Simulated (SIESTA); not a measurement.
System: CdSe, space group Fm-3m (No. 225).

The given structure:
```
Cd Se
1.0
     0.00000    2.87396    2.87396
     2.87396    0.00000    2.87396
     2.87396    2.87396    0.00000
Cd Se
1 1
Direct
  0.00000 0.00000 0.00000
  0.50000 0.50000 0.50000
```

How it was computed, with SIESTA 5.4.2: DFT in numerical atomic orbitals with pseudopotentials, no spin polarisation; energies at scaled volumes of the given cell, shape and fractions fixed, counted from the fit's minimum, third-order Birch-Murnaghan fit. Level: PBEsol.

- k mesh: 8×8×8
- occupations: Fermi–Dirac
- smearing width: 0.05 eV
- potentials: PseudoDojo 0.4 standard, converted to PSML, two zetas on semicore shells
- program settings: basis DZP, mesh cutoff 800 Ry

Predict the energy and pressure against volume. The volume takes the values 22.31, 22.79, 23.26, 23.74, 24.21, 24.69, 25.16 Å³/atom.

A third-order Birch–Murnaghan fit gives V0 = 22.45 Å³/atom, B0 = 75.1 GPa and B′ = 5.0. The energy rises from 0.19 meV/atom at volume 22.31 Å³/atom to 61.38 meV/atom at 25.16 Å³/atom. The pressure falls from 0.40 GPa at volume 22.31 Å³/atom to −6.48 GPa at 25.16 Å³/atom, and changes sign near 22.44 Å³/atom.

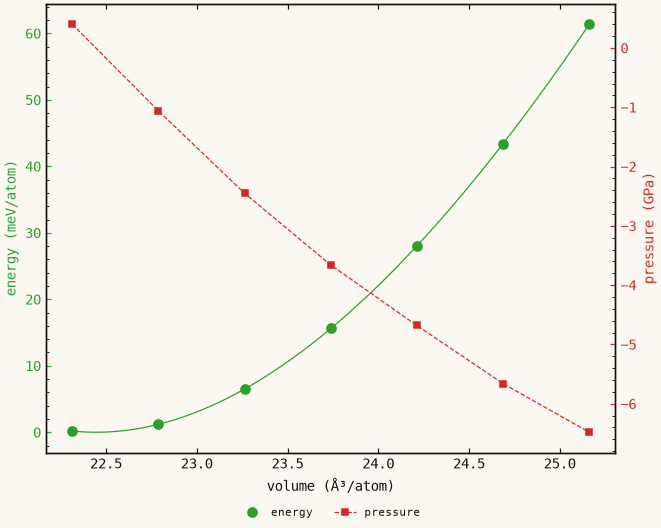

Note: mulliken charges of long orbitals.
